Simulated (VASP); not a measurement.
# Optical-spectrum calculation of Cu (part 2 of 3)

Cu (Fm-3m, 1 atom in the cell); Kohn-Sham DFT of a periodic cell, PBE, VASP PAW PBE potentials, recommended, no spin polarisation (VASP 6.6.1); cutoff 520 eV, 34×34×34 k-mesh, Gaussian smearing of 0.05 eV. The structure derives from an entry of the Crystallography Open Database.

Geometry of the input (Å; fractional positions):
```
0.0000  1.7849  1.7849
1.7849  0.0000  1.7849
1.7849  1.7849  0.0000
Cu 0.0000  0.0000  0.0000
```

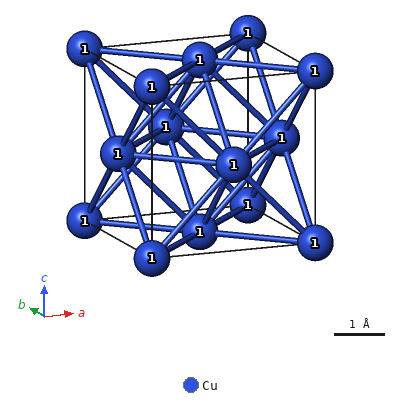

**Figure 1.** The structure as given in the input (ball-and-stick view of the cell 4 times as large as that of the calculation, set on its symmetry axes, seen slightly off an axis; atoms are numbered from 1 in the order of the input).

## Parts of OUTCAR, continued
```
 electrical conductivity sigma (Mega S m-1) (frequency dependency in vasprun.xml)
  --------------------------------------------------------------------------------------
       0.148       0.000      -0.000
       0.000       0.148      -0.000
       0.000       0.000       0.148

  frequency dependent IMAGINARY DIELECTRIC FUNCTION (independent particle, no local field effects) density-density
     E(ev)      X         Y         Z        XY        YZ        ZX
  --------------------------------------------------------------------------------------------------------------
     0.00000     0.00000     0.00000     0.00000     0.00000     0.00000     0.00000
     1.82442     8.80584     8.80584     8.80584     0.00000     0.00000    -0.00000
     3.64883     6.32379     6.32379     6.32379    -0.00000    -0.00000     0.00000
     5.47325     6.19125     6.19125     6.19125    -0.00000     0.00000     0.00000
     7.29766     2.42736     2.42736     2.42736     0.00000     0.00000    -0.00000
     9.12208     2.27135     2.27135     2.27135     0.00000     0.00000     0.00000
    10.94649     1.76244     1.76244     1.76244     0.00000     0.00000    -0.00000
    12.77091     1.91902     1.91902     1.91902     0.00000     0.00000    -0.00000
    14.59532     1.41412     1.41412     1.41412    -0.00000    -0.00000     0.00000
    16.41974     1.43085     1.43085     1.43085     0.00000     0.00000     0.00000
    18.24415     1.31295     1.31295     1.31295     0.00000     0.00000    -0.00000
    20.06857     0.68877     0.68877     0.68877     0.00000     0.00000    -0.00000
    21.89298     0.69661     0.69661     0.69661    -0.00000     0.00000    -0.00000
    23.71740     0.94385     0.94385     0.94385     0.00000     0.00000    -0.00000
    25.54181     0.87735     0.87735     0.87735     0.00000    -0.00000    -0.00000
    27.36623     0.57534     0.57534     0.57534    -0.00000    -0.00000     0.00000
    29.19064     0.30914     0.30914     0.30914    -0.00000     0.00000     0.00000
    31.01506     0.40950     0.40950     0.40950     0.00000     0.00000    -0.00000
    32.83947     0.29499     0.29499     0.29499     0.00000     0.00000     0.00000
    34.66389     0.36843     0.36843     0.36843     0.00000    -0.00000    -0.00000
    36.48830     0.31564     0.31564     0.31564     0.00000    -0.00000     0.00000
    38.31272     0.33391     0.33391     0.33391    -0.00000     0.00000    -0.00000
    40.13713     0.29410     0.29410     0.29410    -0.00000    -0.00000    -0.00000
    41.96155     0.32051     0.32051     0.32051     0.00000     0.00000    -0.00000
    43.78596     0.26827     0.26827     0.26827    -0.00000    -0.00000     0.00000
    45.61038     0.30650     0.30650     0.30650    -0.00000    -0.00000     0.00000
    47.43479     0.29344     0.29344     0.29344    -0.00000     0.00000    -0.00000
    49.25921     0.24494     0.24494     0.24494     0.00000     0.00000    -0.00000
    51.08362     0.22641     0.22641     0.22641     0.00000     0.00000    -0.00000
    52.90804     0.22853     0.22853     0.22853    -0.00000    -0.00000     0.00000
    54.73245     0.18728     0.18728     0.18728    -0.00000    -0.00000     0.00000
    56.55687     0.14584     0.14584     0.14584     0.00000     0.00000    -0.00000
    58.38128     0.20172     0.20172     0.20172     0.00000     0.00000     0.00000
    60.20570     0.17773     0.17773     0.17773     0.00000     0.00000    -0.00000
    62.03011     0.17588     0.17588     0.17588     0.00000     0.00000    -0.00000
    63.85453     0.14232     0.14232     0.14232     0.00000     0.00000    -0.00000
    65.67894     0.13277     0.13277     0.13277    -0.00000    -0.00000    -0.00000
    67.50336     0.16231     0.16231     0.16231    -0.00000     0.00000    -0.00000
    69.32777     0.15744     0.15744     0.15744    -0.00000    -0.00000    -0.00000
    71.15219     0.16282     0.16282     0.16282    -0.00000     0.00000    -0.00000
    72.97660     0.18393     0.18393     0.18393     0.00000     0.00000    -0.00000
    74.80102     0.14409     0.14409     0.14409     0.00000     0.00000    -0.00000
    76.62543     0.15598     0.15598     0.15598     0.00000     0.00000     0.00000
    78.44985     0.14637     0.14637     0.14637    -0.00000    -0.00000    -0.00000
    80.27426     0.20000     0.20000     0.20000    -0.00000    -0.00000     0.00000
    82.09868     0.22527     0.22527     0.22527    -0.00000    -0.00000    -0.00000
    83.92309     0.33148     0.33148     0.33148     0.00000    -0.00000     0.00000
    85.74751     0.15405     0.15405     0.15405     0.00000    -0.00000    -0.00000
    87.57192     0.24951     0.24951     0.24951    -0.00000     0.00000    -0.00000
    89.39634     0.27512     0.27512     0.27512     0.00000     0.00000    -0.00000
    91.22075     0.13171     0.13171     0.13171     0.00000     0.00000    -0.00000
    93.04517     0.07638     0.07638     0.07638    -0.00000    -0.00000     0.00000
    94.86958     0.06022     0.06022     0.06022     0.00000     0.00000     0.00000
    96.69400     0.08266     0.08266     0.08266     0.00000    -0.00000    -0.00000
    98.51841     0.05152     0.05152     0.05152    -0.00000     0.00000    -0.00000
   100.34283     0.06139     0.06139     0.06139     0.00000     0.00000    -0.00000
   102.16724     0.05512     0.05512     0.05512    -0.00000    -0.00000     0.00000
   103.99166     0.06412     0.06412     0.06412    -0.00000     0.00000    -0.00000
   105.81607     0.05574     0.05574     0.05574    -0.00000    -0.00000    -0.00000
   107.64049     0.04393     0.04393     0.04393     0.00000     0.00000     0.00000
   109.46490     0.04118     0.04118     0.04118     0.00000    -0.00000    -0.00000
   111.28932     0.05231     0.05231     0.05231     0.00000     0.00000    -0.00000
   113.11373     0.04110     0.04110     0.04110    -0.00000    -0.00000    -0.00000
   114.93815     0.03522     0.03522     0.03522     0.00000     0.00000    -0.00000
   116.76256     0.03037     0.03037     0.03037     0.00000     0.00000    -0.00000
   118.58698     0.02936     0.02936     0.02936    -0.00000     0.00000    -0.00000
   120.41139     0.02904     0.02904     0.02904     0.00000     0.00000    -0.00000
   122.23581     0.03580     0.03580     0.03580     0.00000     0.00000    -0.00000
   124.06022     0.03019     0.03019     0.03019     0.00000    -0.00000     0.00000
   125.88464     0.02722     0.02722     0.02722    -0.00000     0.00000     0.00000
   127.70905     0.02311     0.02311     0.02311     0.00000     0.00000    -0.00000
   129.53347     0.01835     0.01835     0.01835     0.00000    -0.00000    -0.00000
   131.35788     0.01416     0.01416     0.01416    -0.00000     0.00000    -0.00000
   133.18230     0.01182     0.01182     0.01182     0.00000     0.00000     0.00000
   135.00671     0.00972     0.00972     0.00972     0.00000     0.00000    -0.00000
   136.83113     0.00909     0.00909     0.00909     0.00000     0.00000    -0.00000
   138.65555     0.00697     0.00697     0.00697     0.00000     0.00000     0.00000
   140.47996     0.00318     0.00318     0.00318    -0.00000    -0.00000    -0.00000
   142.30438     0.00112     0.00112     0.00112     0.00000     0.00000     0.00000
   144.12879     0.00029     0.00029     0.00029     0.00000     0.00000     0.00000
   145.95321     0.00002     0.00002     0.00002     0.00000     0.00000     0.00000
   147.77762     0.00000     0.00000     0.00000     0.00000     0.00000    -0.00000
   149.60204     0.00000     0.00000     0.00000     0.00000     0.00000    -0.00000
   151.42645     0.00000     0.00000     0.00000     0.00000     0.00000    -0.00000
   153.25087     0.00000     0.00000     0.00000     0.00000     0.00000    -0.00000
   155.07528     0.00000     0.00000     0.00000     0.00000     0.00000    -0.00000
   156.89970     0.00000     0.00000     0.00000     0.00000     0.00000    -0.00000
   158.72411     0.00000     0.00000     0.00000     0.00000     0.00000    -0.00000
   160.54853     0.00000     0.00000     0.00000     0.00000     0.00000    -0.00000
   162.37294     0.00000     0.00000     0.00000     0.00000     0.00000    -0.00000
   164.19736     0.00000     0.00000     0.00000     0.00000     0.00000    -0.00000
   166.02177     0.00000     0.00000     0.00000     0.00000     0.00000    -0.00000
   167.84619     0.00000     0.00000     0.00000     0.00000     0.00000    -0.00000
   169.67060     0.00000     0.00000     0.00000     0.00000     0.00000    -0.00000
   171.49502     0.00000     0.00000     0.00000     0.00000     0.00000    -0.00000
   173.31943     0.00000     0.00000     0.00000     0.00000     0.00000    -0.00000
   175.14385     0.00000     0.00000     0.00000     0.00000     0.00000    -0.00000
   176.96826     0.00000     0.00000     0.00000     0.00000     0.00000    -0.00000
   178.79268     0.00000     0.00000     0.00000     0.00000     0.00000    -0.00000
   180.61709     0.00000     0.00000     0.00000     0.00000     0.00000    -0.00000

  frequency dependent      REAL DIELECTRIC FUNCTION (independent particle, no local field effects) density-density
     E(ev)        X           Y           Z          XY          YZ          ZX
  --------------------------------------------------------------------------------------------------------------
     0.00000     8.33550     8.33550     8.33550    -0.00000     0.00000     0.00000
     1.82442    13.30359    13.30359    13.30359    -0.00000     0.00000     0.00000
     3.64883     3.60128     3.60128     3.60128     0.00000     0.00000     0.00000
     5.47325     0.26974     0.26974     0.26974    -0.00000    -0.00000     0.00000
     7.29766     0.68498     0.68498     0.68498    -0.00000    -0.00000     0.00000
     9.12208     0.83498     0.83498     0.83498     0.00000     0.00000    -0.00000
    10.94649     0.99486     0.99486     0.99486     0.00000    -0.00000    -0.00000
    12.77091     1.05803     1.05803     1.05803     0.00000     0.00000    -0.00000
    14.59532     0.81400     0.81400     0.81400     0.00000     0.00000    -0.00000
    16.41974     0.43617     0.43617     0.43617    -0.00000    -0.00000    -0.00000
    18.24415     0.54077     0.54077     0.54077    -0.00000    -0.00000     0.00000
    20.06857     0.55775     0.55775     0.55775     0.00000     0.00000    -0.00000
    21.89298     0.76167     0.76167     0.76167     0.00000    -0.00000    -0.00000
    23.71740     0.98158     0.98158     0.98158     0.00000    -0.00000     0.00000
    25.54181     0.58641     0.58641     0.58641    -0.00000    -0.00000    -0.00000
    27.36623     0.49979     0.49979     0.49979     0.00000    -0.00000     0.00000
    29.19064     0.64129     0.64129     0.64129    -0.00000    -0.00000     0.00000
    31.01506     0.72458     0.72458     0.72458     0.00000     0.00000    -0.00000
    32.83947     0.73900     0.73900     0.73900     0.00000    -0.00000    -0.00000
    34.66389     0.81789     0.81789     0.81789    -0.00000    -0.00000     0.00000
    36.48830     0.78168     0.78168     0.78168    -0.00000    -0.00000     0.00000
    38.31272     0.80944     0.80944     0.80944     0.00000    -0.00000    -0.00000
    40.13713     0.85171     0.85171     0.85171     0.00000    -0.00000     0.00000
    41.96155     0.83528     0.83528     0.83528     0.00000    -0.00000     0.00000
    43.78596     0.84365     0.84365     0.84365    -0.00000    -0.00000     0.00000
    45.61038     0.86395     0.86395     0.86395     0.00000     0.00000     0.00000
    47.43479     0.84762     0.84762     0.84762     0.00000     0.00000    -0.00000
    49.25921     0.84677     0.84677     0.84677     0.00000     0.00000    -0.00000
    51.08362     0.84977     0.84977     0.84977    -0.00000    -0.00000     0.00000
    52.90804     0.84306     0.84306     0.84306     0.00000     0.00000    -0.00000
    54.73245     0.86257     0.86257     0.86257    -0.00000    -0.00000    -0.00000
    56.55687     0.88285     0.88285     0.88285     0.00000    -0.00000    -0.00000
    58.38128     0.90296     0.90296     0.90296     0.00000    -0.00000     0.00000
    60.20570     0.91832     0.91832     0.91832     0.00000     0.00000    -0.00000
    62.03011     0.87056     0.87056     0.87056    -0.00000     0.00000     0.00000
    63.85453     0.87782     0.87782     0.87782    -0.00000     0.00000    -0.00000
    65.67894     0.90369     0.90369     0.90369     0.00000    -0.00000     0.00000
    67.50336     0.91486     0.91486     0.91486    -0.00000    -0.00000     0.00000
    69.32777     0.93774     0.93774     0.93774     0.00000     0.00000    -0.00000
    71.15219     0.92793     0.92793     0.92793     0.00000    -0.00000     0.00000
    72.97660     0.90430     0.90430     0.90430    -0.00000    -0.00000     0.00000
    74.80102     0.93421     0.93421     0.93421    -0.00000     0.00000    -0.00000
    76.62543     0.93574     0.93574     0.93574     0.00000     0.00000    -0.00000
    78.44985     0.95293     0.95293     0.95293    -0.00000    -0.00000    -0.00000
    80.27426     0.98668     0.98668     0.98668     0.00000     0.00000     0.00000
    82.09868     0.94591     0.94591     0.94591     0.00000     0.00000    -0.00000
    83.92309     0.91162     0.91162     0.91162    -0.00000    -0.00000     0.00000
    85.74751     0.82413     0.82413     0.82413     0.00000     0.00000    -0.00000
    87.57192     0.90551     0.90551     0.90551    -0.00000    -0.00000    -0.00000
    89.39634     0.75888     0.75888     0.75888     0.00000     0.00000    -0.00000
    91.22075     0.73450     0.73450     0.73450    -0.00000     0.00000     0.00000
    93.04517     0.78948     0.78948     0.78948    -0.00000    -0.00000     0.00000
    94.86958     0.82161     0.82161     0.82161    -0.00000     0.00000    -0.00000
    96.69400     0.82404     0.82404     0.82404     0.00000     0.00000    -0.00000
    98.51841     0.84108     0.84108     0.84108     0.00000     0.00000    -0.00000
   100.34283     0.86008     0.86008     0.86008    -0.00000     0.00000    -0.00000
   102.16724     0.86417     0.86417     0.86417    -0.00000    -0.00000     0.00000
   103.99166     0.86242     0.86242     0.86242    -0.00000     0.00000    -0.00000
   105.81607     0.87982     0.87982     0.87982     0.00000     0.00000    -0.00000
   107.64049     0.87245     0.87245     0.87245    -0.00000    -0.00000     0.00000
   109.46490     0.88291     0.88291     0.88291     0.00000     0.00000    -0.00000
   111.28932     0.89092     0.89092     0.89092    -0.00000    -0.00000     0.00000
   113.11373     0.87917     0.87917     0.87917    -0.00000    -0.00000     0.00000
   114.93815     0.88526     0.88526     0.88526    -0.00000    -0.00000     0.00000
   116.76256     0.89799     0.89799     0.89799     0.00000    -0.00000     0.00000
   118.58698     0.89893     0.89893     0.89893     0.00000     0.00000    -0.00000
   120.41139     0.90490     0.90490     0.90490     0.00000     0.00000     0.00000
   122.23581     0.90653     0.90653     0.90653    -0.00000    -0.00000     0.00000
   124.06022     0.90548     0.90548     0.90548    -0.00000     0.00000    -0.00000
   125.88464     0.90044     0.90044     0.90044    -0.00000    -0.00000    -0.00000
   127.70905     0.90075     0.90075     0.90075    -0.00000     0.00000     0.00000
   129.53347     0.90598     0.90598     0.90598     0.00000     0.00000     0.00000
   131.35788     0.90652     0.90652     0.90652    -0.00000    -0.00000     0.00000
   133.18230     0.91191     0.91191     0.91191    -0.00000    -0.00000     0.00000
   135.00671     0.91267     0.91267     0.91267    -0.00000    -0.00000     0.00000
   136.83113     0.91637     0.91637     0.91637    -0.00000    -0.00000    -0.00000
   138.65555     0.91893     0.91893     0.91893    -0.00000    -0.00000     0.00000
   140.47996     0.92239     0.92239     0.92239    -0.00000    -0.00000     0.00000
   142.30438     0.92643     0.92643     0.92643    -0.00000    -0.00000     0.00000
   144.12879     0.93058     0.93058     0.93058    -0.00000    -0.00000     0.00000
   145.95321     0.93409     0.93409     0.93409    -0.00000    -0.00000     0.00000
   147.77762     0.93703     0.93703     0.93703    -0.00000    -0.00000     0.00000
   149.60204     0.93958     0.93958     0.93958    -0.00000    -0.00000     0.00000
   151.42645     0.94187     0.94187     0.94187    -0.00000    -0.00000     0.00000
   153.25087     0.94397     0.94397     0.94397    -0.00000    -0.00000     0.00000
   155.07528     0.94590     0.94590     0.94590    -0.00000    -0.00000     0.00000
   156.89970     0.94769     0.94769     0.94769    -0.00000    -0.00000     0.00000
   158.72411     0.94936     0.94936     0.94936    -0.00000    -0.00000     0.00000
   160.54853     0.95094     0.95094     0.95094    -0.00000    -0.00000     0.00000
   162.37294     0.95242     0.95242     0.95242    -0.00000    -0.00000     0.00000
   164.19736     0.95382     0.95382     0.95382    -0.00000    -0.00000     0.00000
   166.02177     0.95514     0.95514     0.95514    -0.00000    -0.00000     0.00000
   167.84619     0.95640     0.95640     0.95640    -0.00000    -0.00000     0.00000
   169.67060     0.95759     0.95759     0.95759    -0.00000    -0.00000     0.00000
   171.49502     0.95873     0.95873     0.95873    -0.00000    -0.00000     0.00000
   173.31943     0.95981     0.95981     0.95981    -0.00000    -0.00000     0.00000
   175.14385     0.96085     0.96085     0.96085    -0.00000    -0.00000     0.00000
   176.96826     0.96184     0.96184     0.96184    -0.00000    -0.00000     0.00000
   178.79268     0.96279     0.96279     0.96279    -0.00000    -0.00000     0.00000
   180.61709     0.96370     0.96370     0.96370    -0.00000    -0.00000     0.00000
```
